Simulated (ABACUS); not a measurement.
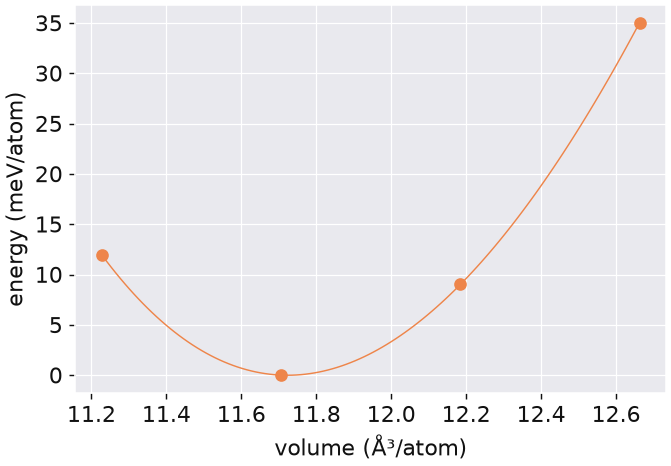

The picture above shows the energy against volume for Al₂O₃, space group P-3m1 (No. 164).

The given structure:
```
Al O
1.0
     3.01748    0.00000    0.00000
    -1.50874    2.61322    0.00000
     0.00000    0.00000    7.57464
Al O
2 3
Cartesian
  0.0000 0.0000 5.4693
  0.0000 0.0000 2.1054
  0.0000 0.0000 3.7873
  1.5087 0.8711 6.0638
  0.0000 1.7421 1.5108
```

Method: DFT in plane waves or numerical atomic orbitals with pseudopotentials, no spin polarisation; energies at scaled volumes of the given cell, shape and fractions fixed, counted from the fit's minimum, third-order Birch-Murnaghan fit (ABACUS 3.10.1). Level: PBEsol.

| setting | value |
| --- | --- |
| k mesh | 8×8×3 |
| occupations | Fermi–Dirac |
| smearing width | 0.05 eV |
| potentials | GBRV ultrasoft 1.5 PBEsol |
| wave cutoff | 544.2 eV |
| density cutoff | 4354 eV |
| PAW set | soft_1 |
| program settings | basis pw |

From this curve and the settings, what does the calculation give for the pressure at the same points?

The pressure falls from 7.95 GPa at volume 11.23 Å³/atom to −11.22 GPa at 12.66 Å³/atom, and changes sign near 11.72 Å³/atom.

| volume (Å³/atom) | pressure (GPa) |
| --- | --- |
| 11.23 | 7.95 |
| 11.71 | 0.21 |
| 12.18 | −6.09 |
| 12.66 | −11.22 |

Caveats: shape and atomic fractions are frozen while scaling, which makes layered, chain and framework solids too stiff.
